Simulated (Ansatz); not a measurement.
Mg5O6 (slab)

Input

```
crystal:
  lattice:
    - [3.007923219, 0.0, 0.0]
    - [-1.5039616095, 2.6049379203, 0.0]
    - [0.0, 0.0, 27.2797951199]
  atoms:
    - { symbol: O, position: [0.3333333333, 0.6666666667, 0.274928751] }
    - { symbol: Mg, position: [0.6666666667, 0.3333333333, 0.3199430008] }
    - { symbol: O, position: [0.0, 0.0, 0.3649572506] }
    - { symbol: Mg, position: [0.3333333333, 0.6666666667, 0.4099715004] }
    - { symbol: O, position: [0.6666666667, 0.3333333333, 0.4549857502] }
    - { symbol: Mg, position: [0.0, 0.0, 0.5] }
    - { symbol: O, position: [0.3333333333, 0.6666666667, 0.5450142498] }
    - { symbol: Mg, position: [0.6666666667, 0.3333333333, 0.5900284996] }
    - { symbol: O, position: [0.0, 0.0, 0.6350427494] }
    - { symbol: Mg, position: [0.3333333333, 0.6666666667, 0.6800569992] }
    - { symbol: O, position: [0.6666666667, 0.3333333333, 0.725071249] }
basis:
  ecutwfc: 420
kpoints:
  mp_grid: { grid: [9, 9, 1] }
hamiltonian:
  xc: pbe
scf:
  occupations: { method: gaussian, width: 0.05 }
output:
  forces: true
  eigenvalues: true
  write_density: true
  write_potential: true
  elf: true
  volumetric_format: npy
relax:
  adjacent_minimum: "off"
  f_tol: 0.02
  max_steps: 60
efield:
  axis: 3
  dipole_correction: true
  ramp_width: 0.04
```

Launched as:

```sh
ansatz run input.yaml --threads 1 --pin off --max-ram 2560MiB --backend cpu --events-out ev --progress --plain --runs-dir out
```

The fields are those of the run's last geometry, not of the input's.

Theory: DFT PBE, scalar-relativistic, plane waves, PAW in Ansatz.

The density is the valence pseudo-density of a PAW calculation; it isn't the true density close to the nuclei.

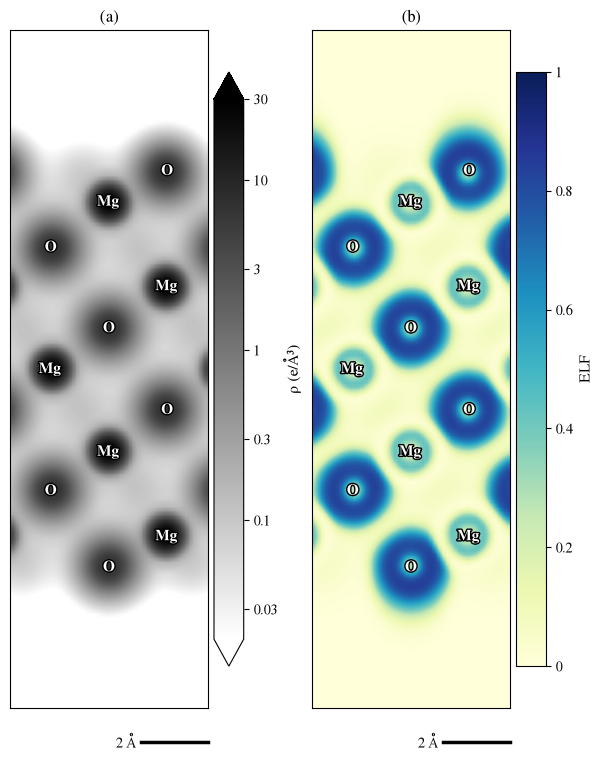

Figure 1. (a) valence pseudo-density; (b) ELF on the (110) plane of the calculation cell, a cut from vacuum to vacuum.

Q: Interpret the plot.

A: Atoms in the plane: O and Mg. Mg–O (1.97 Å): ρ is about 0.43 e/Å³ halfway; the ELF peaks at about 0.85 in the valence shell of O, 0.7 Å from its nucleus, and is about 0.30 at the midpoint. Mg–O (2.09 Å): ρ at the midpoint is about 0.34 e/Å³; the ELF peaks at about 0.85 in the valence shell of O, 0.6 Å from its nucleus, and is about 0.35 at the midpoint. Mg–O (2.14 Å): ρ at the midpoint is about 0.31 e/Å³; the ELF peaks at about 0.85 in the valence shell of O, 0.6 Å from its nucleus, and is about 0.30 at the midpoint. Mg–O (2.21 Å): ρ is about 0.26 e/Å³ halfway; the ELF peaks at about 0.85 in the valence shell of O, 0.6 Å from its nucleus, and is about 0.30 at the midpoint; no localised pair shows between them. The density dies away to nearly zero in the vacuum.

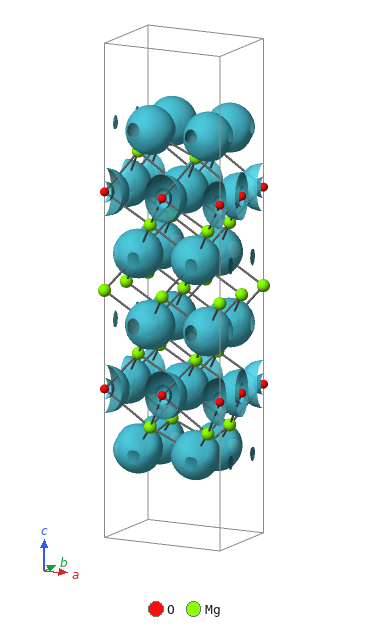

Figure 2. Isosurface of the ELF at 0.7 (cyan), seen slightly off an axis. Core shells and regions of very low density are left out. Sticks mark near contacts.

Q: Where are the electrons localised?

A: The surface consists of six regions wrapped around O (the valence shell of each), counted in one cell of 11 atoms. Counts are for one cell; the picture repeats the cell along the surface.

Q: Does the calculation give a band gap?

A: It is gapless in this calculation (a metal or semimetal).
